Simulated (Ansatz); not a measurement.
**Geometry relaxation, with input and output: CoO (part 2 of 5)**

The same run, continued: CoO (slab, 8 atoms in the cell); DFT PBE, scalar-relativistic, plane waves, PAW (Ansatz 0.2.0); cutoff 420 eV, 11×11×1 k-mesh, Gaussian smearing of 0.1 eV, collinear spins. The structure derives from an entry of the Crystallography Open Database. The run did not end well. The input holds or restrains some coordinates. Forces given for the steps count only the free coordinates. It belongs to a series of runs on one base structure; here: clean slab, lower half held.

Geometry of the input (Å; fractional positions):
```
2.9981  0.0000  0.0000
1.4811  2.6067  0.0000
0.0000  0.0000  25.5843
O  0.6693  0.6693  0.3322
Co 0.3387  0.3387  0.3802
O  0.0080  0.0080  0.4281
Co 0.6774  0.6774  0.4760
O  0.3467  0.3467  0.5240
Co 0.0160  0.0160  0.5719
O  0.6854  0.6854  0.6198
Co 0.3547  0.3547  0.6678
```

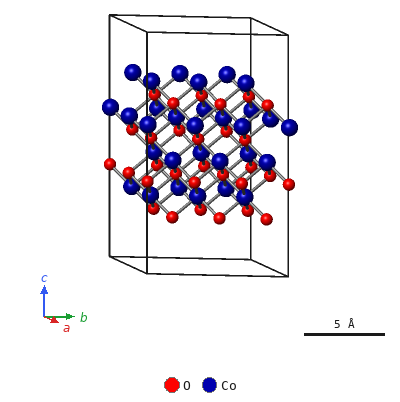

*The starting structure (ball-and-stick view of the 2 × 3 repeat of the cell, with the vacuum cut short, seen slightly off an axis). An atom can appear more than once, as a periodic image.*

Output, continued
```
SCF iter   1: F=—  HF=-22756.377101 eV  |F-HF|=—  |Δ(HF+E_count)|=         —  Δρ=3.04e-2 (↑3.04e-2 ↓3.04e-2)  dr2=1.06e1  dr2_m=7.74e-1  M=12.039 μB ∫|m|=12.133 μB  β_m=1.00  ethr=3.10e-3  p=0.000 e·Å  D=7.21e-7 V/Å  ΔV_dip=-0.00 eV  dr2_dipole=4.27e0  V_vac-E_F(+/−)=5.82/5.82 eV  ⟨swp⟩=9.6  Hψ=20171  notcnv=0  defer=74
Mixer restart at iter 1: flushing history
efield: sawtooth ramp at fractional position 0.9800 (placed from the atoms, in the widest stretch of the axis that holds none; the zero of the levels goes with the place), width 0.0400; the density the first Hamiltonian is built on has a dipole p = 0.000 e·Å; the dipole correction subtracts the counter field D = 7.21e-7 V/Å, which shifts the + side's vacuum level by -0.00 eV against the − side's; the planar-averaged density in the ramp window peaks in size at 4.2e-6 e/Å³
preconditioner: auto → LDOS  [metal: Δε(μ)=0.004 eV  Ē_g=10.540 eV  σ=0.100 eV  W_gap=0.02  n_scr=18 (ndim 8)  ℏωp=20.3 eV  f_vac=0.557  D(μ)=15.62/eV (n_scr^D=168)]
spin=Collinear: LDOS preconditioning applied to the charge; magnetization (m = ρ↑ − ρ↓) channel mixes plain (no charge-response kernel on spin).
SCF iter   2: F=—  HF=-22761.193770 eV  |F-HF|=—  |Δ(HF+E_count)|=    4.82e0  Δρ=1.64e-2 (↑1.64e-2 ↓1.53e-2)  dr2=4.70e0  dr2_m=1.50e-2  M=11.856 μB ∫|m|=12.069 μB  β_m=0.39  ethr=3.10e-3  p=0.040 e·Å  D=3.64e-2 V/Å  ΔV_dip=-0.93 eV  dr2_dipole=1.76e0  V_vac-E_F(+/−)=5.49/6.42 eV  ⟨swp⟩=2.3  Hψ=7809  notcnv=0  defer=540
density mixer auto → msr1: a metal under ldos (density of states about μ 3.34 of a free-electron gas's, 18 screened modes)
SCF iter   3: F=—  HF=-22765.057208 eV  |F-HF|=—  |Δ(HF+E_count)|=    3.86e0  Δρ=1.79e-2 (↑1.79e-2 ↓1.03e-2)  dr2=6.70e-1  dr2_m=2.97e-1  M=11.589 μB ∫|m|=11.911 μB  β_m=0.69  ethr=3.10e-3  p=0.097 e·Å  D=8.79e-2 V/Å  ΔV_dip=-2.25 eV  dr2_dipole=2.28e-1  V_vac-E_F(+/−)=5.15/7.39 eV  ⟨swp⟩=2.4  Hψ=7220  notcnv=0  defer=542
SCF iter   4: F=—  HF=-22766.024734 eV  |F-HF|=—  |Δ(HF+E_count)|=   9.68e-1  Δρ=7.47e-3 (↑7.47e-3 ↓3.29e-3)  dr2=1.26e-1  dr2_m=2.54e-2  M=11.349 μB ∫|m|=11.632 μB  β_m=0.67  ethr=7.29e-4  p=0.154 e·Å  D=1.40e-1 V/Å  ΔV_dip=-3.57 eV  dr2_dipole=1.18e-2  V_vac-E_F(+/−)=4.86/8.43 eV  ⟨swp⟩=2.7  Hψ=8061  notcnv=0  defer=539
SCF iter   5: F=—  HF=-22766.032882 eV  |F-HF|=—  |Δ(HF+E_count)|=         —  Δρ=9.52e-3 (↑8.79e-3 ↓9.52e-3)  dr2=4.07e-2  dr2_m=1.41e-1  M=10.859 μB ∫|m|=11.106 μB  β_m=0.67  ethr=1.37e-4  p=0.154 e·Å  D=1.40e-1 V/Å  ΔV_dip=-3.57 eV  dr2_dipole=6.25e-3  V_vac-E_F(+/−)=4.95/8.52 eV  ⟨swp⟩=2.0  Hψ=7900  notcnv=0  defer=539
SCF iter   6: F=—  HF=-22766.035595 eV  |F-HF|=—  |Δ(HF+E_count)|=         —  Δρ=6.80e-3 (↑5.67e-3 ↓6.80e-3)  dr2=8.75e-3  dr2_m=6.64e-2  M=10.664 μB ∫|m|=10.889 μB  β_m=0.67  ethr=4.42e-5  p=0.154 e·Å  D=1.39e-1 V/Å  ΔV_dip=-3.56 eV  dr2_dipole=1.08e-3  V_vac-E_F(+/−)=4.92/8.48 eV  ⟨swp⟩=2.5  Hψ=8317  notcnv=0  defer=537
Mixer restart at iter 6: flushing history
SCF iter   7: F=—  HF=-22766.047736 eV  |F-HF|=—  |Δ(HF+E_count)|=   1.21e-2  Δρ=6.30e-3 (↑5.42e-3 ↓6.30e-3)  dr2=6.55e-3  dr2_m=5.93e-2  M=10.467 μB ∫|m|=10.698 μB  β_m=0.64  ethr=9.51e-6  p=0.153 e·Å  D=1.39e-1 V/Å  ΔV_dip=-3.55 eV  dr2_dipole=5.15e-5  V_vac-E_F(+/−)=4.90/8.45 eV  ⟨swp⟩=2.1  Hψ=8064  notcnv=0  defer=537
SCF iter   8: F=—  HF=-22766.056178 eV  |F-HF|=—  |Δ(HF+E_count)|=   8.44e-3  Δρ=4.44e-3 (↑4.08e-3 ↓4.44e-3)  dr2=3.06e-3  dr2_m=3.11e-2  M=10.255 μB ∫|m|=10.489 μB  β_m=0.41  ethr=7.12e-6  p=0.153 e·Å  D=1.39e-1 V/Å  ΔV_dip=-3.55 eV  dr2_dipole=5.11e-5  V_vac-E_F(+/−)=4.86/8.40 eV  ⟨swp⟩=2.8  Hψ=8971  notcnv=0  defer=537
SCF iter   9: F=—  HF=-22766.060709 eV  |F-HF|=—  |Δ(HF+E_count)|=   4.53e-3  Δρ=1.69e-3 (↑1.11e-3 ↓1.69e-3)  dr2=1.53e-3  dr2_m=3.12e-3  M=10.084 μB ∫|m|=10.312 μB  β_m=0.72  ethr=3.32e-6  p=0.151 e·Å  D=1.37e-1 V/Å  ΔV_dip=-3.50 eV  dr2_dipole=2.01e-4  V_vac-E_F(+/−)=4.83/8.34 eV  ⟨swp⟩=3.0  Hψ=9026  notcnv=0  defer=537
SCF iter  10: F=—  HF=-22766.062760 eV  |F-HF|=—  |Δ(HF+E_count)|=   2.05e-3  Δρ=1.23e-3 (↑6.90e-4 ↓1.23e-3)  dr2=4.93e-4  dr2_m=1.36e-3  M=9.988 μB ∫|m|=10.215 μB  β_m=0.86  ethr=1.67e-6  p=0.150 e·Å  D=1.36e-1 V/Å  ΔV_dip=-3.48 eV  dr2_dipole=1.73e-8  V_vac-E_F(+/−)=4.79/8.28 eV  ⟨swp⟩=2.9  Hψ=9020  notcnv=0  defer=539
SCF iter  11: F=—  HF=-22766.063594 eV  |F-HF|=—  |Δ(HF+E_count)|=   8.34e-4  Δρ=1.13e-3 (↑6.47e-4 ↓1.13e-3)  dr2=7.47e-4  dr2_m=1.09e-3  M=10.042 μB ∫|m|=10.265 μB  β_m=0.93  ethr=5.36e-7  p=0.151 e·Å  D=1.37e-1 V/Å  ΔV_dip=-3.50 eV  dr2_dipole=7.93e-5  V_vac-E_F(+/−)=4.79/8.29 eV  ⟨swp⟩=2.9  Hψ=8955  notcnv=0  defer=539
SCF iter  12: F=—  HF=-22766.065438 eV  |F-HF|=—  |Δ(HF+E_count)|=   1.84e-3  Δρ=1.00e-3 (↑3.62e-4 ↓1.00e-3)  dr2=1.24e-3  dr2_m=4.33e-4  M=10.032 μB ∫|m|=10.255 μB  β_m=0.93  ethr=5.36e-7  p=0.153 e·Å  D=1.39e-1 V/Å  ΔV_dip=-3.54 eV  dr2_dipole=1.30e-5  V_vac-E_F(+/−)=4.76/8.30 eV  ⟨swp⟩=3.0  Hψ=9058  notcnv=0  defer=539
SCF iter  13: F=—  HF=-22766.066445 eV  |F-HF|=—  |Δ(HF+E_count)|=   1.01e-3  Δρ=7.02e-4 (↑2.63e-4 ↓7.02e-4)  dr2=9.09e-4  dr2_m=2.22e-4  M=9.992 μB ∫|m|=10.210 μB  β_m=0.85  ethr=5.36e-7  p=0.154 e·Å  D=1.39e-1 V/Å  ΔV_dip=-3.56 eV  dr2_dipole=9.84e-5  V_vac-E_F(+/−)=4.72/8.28 eV  ⟨swp⟩=3.0  Hψ=9435  notcnv=0  defer=535
SCF iter  14: F=—  HF=-22766.066414 eV  |F-HF|=—  |Δ(HF+E_count)|=   3.20e-5  Δρ=2.90e-4 (↑8.48e-5 ↓2.90e-4)  dr2=1.27e-4  dr2_m=3.33e-5  M=9.997 μB ∫|m|=10.215 μB  β_m=0.93  ethr=5.36e-7  p=0.154 e·Å  D=1.40e-1 V/Å  ΔV_dip=-3.57 eV  dr2_dipole=1.59e-5  V_vac-E_F(+/−)=4.71/8.28 eV  ⟨swp⟩=2.0  Hψ=7139  notcnv=0  defer=535
SCF iter  15: F=—  HF=-22766.066452 eV  |F-HF|=—  |Δ(HF+E_count)|=   3.86e-5  Δρ=1.65e-4 (↑1.11e-4 ↓1.65e-4)  dr2=1.87e-5  dr2_m=2.63e-5  M=10.003 μB ∫|m|=10.221 μB  β_m=0.96  ethr=1.38e-7  p=0.154 e·Å  D=1.40e-1 V/Å  ΔV_dip=-3.57 eV  dr2_dipole=1.72e-6  V_vac-E_F(+/−)=4.71/8.28 eV  ⟨swp⟩=2.1  Hψ=7825  notcnv=0  defer=535
SCF iter  16: F=—  HF=-22766.066499 eV  |F-HF|=—  |Δ(HF+E_count)|=   4.69e-5  Δρ=1.32e-4 (↑5.76e-5 ↓1.32e-4)  dr2=1.96e-5  dr2_m=7.83e-6  M=10.007 μB ∫|m|=10.225 μB  β_m=0.98  ethr=2.04e-8  p=0.154 e·Å  D=1.40e-1 V/Å  ΔV_dip=-3.58 eV  dr2_dipole=2.06e-7  V_vac-E_F(+/−)=4.70/8.28 eV  ⟨swp⟩=3.0  Hψ=9447  notcnv=0  defer=535
SCF iter  17: F=—  HF=-22766.066535 eV  |F-HF|=—  |Δ(HF+E_count)|=   3.56e-5  Δρ=1.31e-4 (↑3.98e-5 ↓1.31e-4)  dr2=1.73e-5  dr2_m=6.87e-6  M=10.009 μB ∫|m|=10.227 μB  β_m=0.99  ethr=2.04e-8  p=0.155 e·Å  D=1.40e-1 V/Å  ΔV_dip=-3.58 eV  dr2_dipole=4.61e-7  V_vac-E_F(+/−)=4.70/8.28 eV  ⟨swp⟩=2.2  Hψ=8051  notcnv=0  defer=535
SCF iter  18: F=—  HF=-22766.066592 eV  |F-HF|=—  |Δ(HF+E_count)|=   5.71e-5  Δρ=1.09e-4 (↑3.47e-5 ↓1.09e-4)  dr2=5.17e-6  dr2_m=6.76e-6  M=10.009 μB ∫|m|=10.227 μB  β_m=1.00  ethr=1.88e-8  p=0.155 e·Å  D=1.40e-1 V/Å  ΔV_dip=-3.58 eV  dr2_dipole=5.55e-8  V_vac-E_F(+/−)=4.70/8.28 eV  ⟨swp⟩=2.6  Hψ=8174  notcnv=0  defer=535
SCF iter  19: F=—  HF=-22766.066607 eV  |F-HF|=—  |Δ(HF+E_count)|=   1.49e-5  Δρ=1.16e-4 (↑2.11e-5 ↓1.16e-4)  dr2=1.25e-5  dr2_m=6.17e-6  M=10.009 μB ∫|m|=10.227 μB  β_m=0.57  ethr=5.62e-9  p=0.155 e·Å  D=1.40e-1 V/Å  ΔV_dip=-3.58 eV  dr2_dipole=1.71e-6  V_vac-E_F(+/−)=4.70/8.28 eV  ⟨swp⟩=23.1  Hψ=50005  notcnv=0
SCF iter  20: F=—  HF=-22766.066642 eV  |F-HF|=—  |Δ(HF+E_count)|=   3.51e-5  Δρ=1.05e-4 (↑8.64e-6 ↓1.05e-4)  dr2=1.12e-5  dr2_m=5.20e-6  M=10.008 μB ∫|m|=10.227 μB  β_m=0.26  ethr=5.62e-9  p=0.155 e·Å  D=1.40e-1 V/Å  ΔV_dip=-3.58 eV  dr2_dipole=2.02e-6  V_vac-E_F(+/−)=4.70/8.28 eV  ⟨swp⟩=15.6  Hψ=44624  notcnv=0
SCF iter  21: F=—  HF=-22766.066667 eV  |F-HF|=—  |Δ(HF+E_count)|=   2.56e-5  Δρ=1.12e-4 (↑6.07e-6 ↓1.12e-4)  dr2=1.80e-5  dr2_m=5.85e-6  M=10.007 μB ∫|m|=10.226 μB  β_m=0.34  ethr=5.62e-9  p=0.155 e·Å  D=1.40e-1 V/Å  ΔV_dip=-3.58 eV  dr2_dipole=2.91e-6  V_vac-E_F(+/−)=4.69/8.28 eV  ⟨swp⟩=15.1  Hψ=40006  notcnv=0
SCF iter  22: F=—  HF=-22766.066717 eV  |F-HF|=—  |Δ(HF+E_count)|=   4.95e-5  Δρ=1.01e-4 (↑5.08e-6 ↓1.01e-4)  dr2=1.36e-5  dr2_m=4.83e-6  M=10.007 μB ∫|m|=10.226 μB  β_m=0.85  ethr=5.62e-9  p=0.155 e·Å  D=1.40e-1 V/Å  ΔV_dip=-3.59 eV  dr2_dipole=2.12e-6  V_vac-E_F(+/−)=4.69/8.28 eV  ⟨swp⟩=16.6  Hψ=46682  notcnv=0
SCF iter  23: F=—  HF=-22766.066791 eV  |F-HF|=—  |Δ(HF+E_count)|=   7.44e-5  Δρ=1.22e-4 (↑6.24e-6 ↓1.22e-4)  dr2=2.01e-5  dr2_m=6.97e-6  M=10.007 μB ∫|m|=10.226 μB  β_m=1.00  ethr=5.62e-9  p=0.155 e·Å  D=1.41e-1 V/Å  ΔV_dip=-3.59 eV  dr2_dipole=1.18e-6  V_vac-E_F(+/−)=4.68/8.28 eV  ⟨swp⟩=18.2  Hψ=49243  notcnv=0
SCF iter  24: F=—  HF=-22766.066800 eV  |F-HF|=—  |Δ(HF+E_count)|=   8.68e-6  Δρ=1.27e-4 (↑8.77e-6 ↓1.27e-4)  dr2=2.34e-5  dr2_m=7.54e-6  M=10.007 μB ∫|m|=10.226 μB  β_m=1.00  ethr=5.62e-9  p=0.155 e·Å  D=1.41e-1 V/Å  ΔV_dip=-3.60 eV  dr2_dipole=2.21e-8  V_vac-E_F(+/−)=4.68/8.28 eV  ⟨swp⟩=14.8  Hψ=38401  notcnv=0
SCF iter  25: F=—  HF=-22766.066807 eV  |F-HF|=—  |Δ(HF+E_count)|=   7.02e-6  Δρ=1.42e-4 (↑5.74e-6 ↓1.42e-4)  dr2=3.94e-5  dr2_m=9.08e-6  M=10.007 μB ∫|m|=10.226 μB  β_m=0.16  ethr=5.62e-9  p=0.155 e·Å  D=1.41e-1 V/Å  ΔV_dip=-3.59 eV  dr2_dipole=1.88e-6  V_vac-E_F(+/−)=4.68/8.28 eV  ⟨swp⟩=2.0  Hψ=7179  notcnv=0
SCF iter  26: F=-22766.066823 eV  HF=-22766.066820 eV  |F-HF|=3.17e-6  |Δ(HF+E_count)|=   1.28e-5  Δρ=7.71e-5 (↑8.20e-6 ↓7.71e-5)  dr2=2.17e-6  dr2_m=2.96e-6  M=10.006 μB ∫|m|=10.225 μB  β_m=1.00  ethr=5.62e-9  p=0.155 e·Å  D=1.41e-1 V/Å  ΔV_dip=-3.60 eV  dr2_dipole=2.91e-8  V_vac-E_F(+/−)=4.68/8.28 eV  ⟨swp⟩=2.8  Hψ=8226  notcnv=0
SCF iter  27: F=-22766.066866 eV  HF=-22766.066865 eV  |F-HF|=1.60e-6  |Δ(HF+E_count)|=   4.51e-5  Δρ=1.03e-4 (↑1.06e-5 ↓1.03e-4)  dr2=6.24e-6  dr2_m=5.17e-6  M=10.005 μB ∫|m|=10.224 μB  β_m=0.45  ethr=2.36e-9  p=0.155 e·Å  D=1.40e-1 V/Å  ΔV_dip=-3.59 eV  dr2_dipole=7.44e-7  V_vac-E_F(+/−)=4.68/8.28 eV  ⟨swp⟩=3.0  Hψ=10429  notcnv=0
SCF iter  28: F=-22766.066944 eV  HF=-22766.066936 eV  |F-HF|=8.07e-6  |Δ(HF+E_count)|=   7.15e-5  Δρ=1.29e-4 (↑1.11e-5 ↓1.29e-4)  dr2=6.56e-6  dr2_m=8.27e-6  M=10.003 μB ∫|m|=10.222 μB  β_m=0.79  ethr=2.36e-9  p=0.155 e·Å  D=1.40e-1 V/Å  ΔV_dip=-3.59 eV  dr2_dipole=5.38e-7  V_vac-E_F(+/−)=4.68/8.28 eV  ⟨swp⟩=3.7  Hψ=11383  notcnv=0
SCF iter  29: F=-22766.067175 eV  HF=-22766.067151 eV  |F-HF|=2.40e-5  |Δ(HF+E_count)|=   2.15e-4  Δρ=2.14e-4 (↑2.45e-5 ↓2.14e-4)  dr2=1.79e-5  dr2_m=2.25e-5  M=9.998 μB ∫|m|=10.218 μB  β_m=1.00  ethr=2.36e-9  p=0.155 e·Å  D=1.41e-1 V/Å  ΔV_dip=-3.59 eV  dr2_dipole=3.51e-8  V_vac-E_F(+/−)=4.68/8.28 eV  ⟨swp⟩=4.1  Hψ=13022  notcnv=0
SCF iter  30: F=-22766.068041 eV  HF=-22766.067991 eV  |F-HF|=5.04e-5  |Δ(HF+E_count)|=   8.40e-4  Δρ=3.49e-4 (↑4.53e-5 ↓3.49e-4)  dr2=6.49e-5  dr2_m=5.98e-5  M=9.988 μB ∫|m|=10.208 μB  β_m=1.00  ethr=2.36e-9  p=0.155 e·Å  D=1.40e-1 V/Å  ΔV_dip=-3.59 eV  dr2_dipole=1.59e-6  V_vac-E_F(+/−)=4.69/8.27 eV  ⟨swp⟩=4.6  Hψ=13878  notcnv=0  defer=14
SCF iter  31: F=-22766.067080 eV  HF=-22766.067091 eV  |F-HF|=1.13e-5  |Δ(HF+E_count)|=   8.99e-4  Δρ=2.46e-4 (↑5.77e-5 ↓2.46e-4)  dr2=4.70e-5  dr2_m=2.87e-5  M=9.999 μB ∫|m|=10.218 μB  β_m=1.00  ethr=2.36e-9  p=0.155 e·Å  D=1.40e-1 V/Å  ΔV_dip=-3.59 eV  dr2_dipole=6.86e-6  V_vac-E_F(+/−)=4.69/8.28 eV  ⟨swp⟩=5.4  Hψ=15172  notcnv=0  recentre
SCF iter  32: F=-22766.068181 eV  HF=-22766.068374 eV  |F-HF|=1.93e-4  |Δ(HF+E_count)|=   1.28e-3  Δρ=7.60e-4 (↑1.56e-4 ↓7.60e-4)  dr2=4.86e-4  dr2_m=2.37e-4  M=9.973 μB ∫|m|=10.194 μB  β_m=0.74  ethr=2.36e-9  p=0.154 e·Å  D=1.39e-1 V/Å  ΔV_dip=-3.57 eV  dr2_dipole=1.79e-5  V_vac-E_F(+/−)=4.70/8.27 eV  ⟨swp⟩=5.5  Hψ=17945  notcnv=0  defer=345
SCF iter  33: F=-22766.068469 eV  HF=-22766.068418 eV  |F-HF|=5.10e-5  |Δ(HF+E_count)|=   4.42e-5  Δρ=3.17e-4 (↑3.89e-5 ↓3.17e-4)  dr2=3.20e-5  dr2_m=4.96e-5  M=9.984 μB ∫|m|=10.204 μB  β_m=0.87  ethr=2.36e-9  p=0.154 e·Å  D=1.40e-1 V/Å  ΔV_dip=-3.57 eV  dr2_dipole=9.23e-8  V_vac-E_F(+/−)=4.70/8.27 eV  ⟨swp⟩=5.5  Hψ=15628  notcnv=0  defer=10
SCF iter  34: F=-22766.068809 eV  HF=-22766.068791 eV  |F-HF|=1.86e-5  |Δ(HF+E_count)|=   3.73e-4  Δρ=1.89e-4 (↑2.15e-5 ↓1.89e-4)  dr2=1.25e-5  dr2_m=1.80e-5  M=9.980 μB ∫|m|=10.201 μB  β_m=0.94  ethr=2.36e-9  p=0.154 e·Å  D=1.40e-1 V/Å  ΔV_dip=-3.57 eV  dr2_dipole=3.62e-7  V_vac-E_F(+/−)=4.70/8.27 eV  ⟨swp⟩=4.0  Hψ=12606  notcnv=0  defer=39
SCF iter  35: F=-22766.068882 eV  HF=-22766.068880 eV  |F-HF|=1.90e-6  |Δ(HF+E_count)|=   8.91e-5  Δρ=1.76e-4 (↑2.49e-5 ↓1.76e-4)  dr2=1.89e-5  dr2_m=1.37e-5  M=9.975 μB ∫|m|=10.195 μB  β_m=0.83  ethr=2.36e-9  p=0.154 e·Å  D=1.40e-1 V/Å  ΔV_dip=-3.57 eV  dr2_dipole=3.78e-7  V_vac-E_F(+/−)=4.70/8.27 eV  ⟨swp⟩=4.0  Hψ=12727  notcnv=0  defer=107
SCF iter  36: F=-22766.068586 eV  HF=-22766.068560 eV  |F-HF|=2.65e-5  |Δ(HF+E_count)|=   3.20e-4  Δρ=2.69e-4 (↑3.75e-5 ↓2.69e-4)  dr2=2.82e-5  dr2_m=3.62e-5  M=9.981 μB ∫|m|=10.202 μB  β_m=0.83  ethr=2.36e-9  p=0.154 e·Å  D=1.40e-1 V/Å  ΔV_dip=-3.57 eV  dr2_dipole=1.92e-6  V_vac-E_F(+/−)=4.70/8.27 eV  ⟨swp⟩=4.4  Hψ=13394  notcnv=0  defer=17  recentre
SCF iter  37: F=-22766.068905 eV  HF=-22766.068904 eV  |F-HF|=1.09e-6  |Δ(HF+E_count)|=   3.44e-4  Δρ=7.72e-5 (↑2.20e-5 ↓7.72e-5)  dr2=4.03e-6  dr2_m=2.86e-6  M=9.977 μB ∫|m|=10.197 μB  β_m=0.92  ethr=2.36e-9  p=0.154 e·Å  D=1.40e-1 V/Å  ΔV_dip=-3.57 eV  dr2_dipole=1.15e-7  V_vac-E_F(+/−)=4.70/8.27 eV  ⟨swp⟩=4.2  Hψ=13109  notcnv=0  defer=73
SCF iter  38: F=-22766.068902 eV  HF=-22766.068901 eV  |F-HF|=6.75e-7  |Δ(HF+E_count)|=   3.15e-6  Δρ=8.97e-5 (↑2.14e-5 ↓8.97e-5)  dr2=5.55e-6  dr2_m=3.75e-6  M=9.977 μB ∫|m|=10.197 μB  β_m=0.96  ethr=2.36e-9  p=0.154 e·Å  D=1.40e-1 V/Å  ΔV_dip=-3.57 eV  dr2_dipole=2.99e-7  V_vac-E_F(+/−)=4.70/8.27 eV  ⟨swp⟩=2.6  Hψ=8259  notcnv=0  defer=68
SCF iter  39: F=-22766.068909 eV  HF=-22766.068905 eV  |F-HF|=4.12e-6  |Δ(HF+E_count)|=   3.78e-6  Δρ=9.20e-5 (↑1.38e-5 ↓9.20e-5)  dr2=3.20e-6  dr2_m=4.32e-6  M=9.976 μB ∫|m|=10.196 μB  β_m=0.98  ethr=2.36e-9  p=0.154 e·Å  D=1.39e-1 V/Å  ΔV_dip=-3.57 eV  dr2_dipole=3.00e-8  V_vac-E_F(+/−)=4.70/8.27 eV  ⟨swp⟩=3.0  Hψ=8538  notcnv=0  defer=58
```
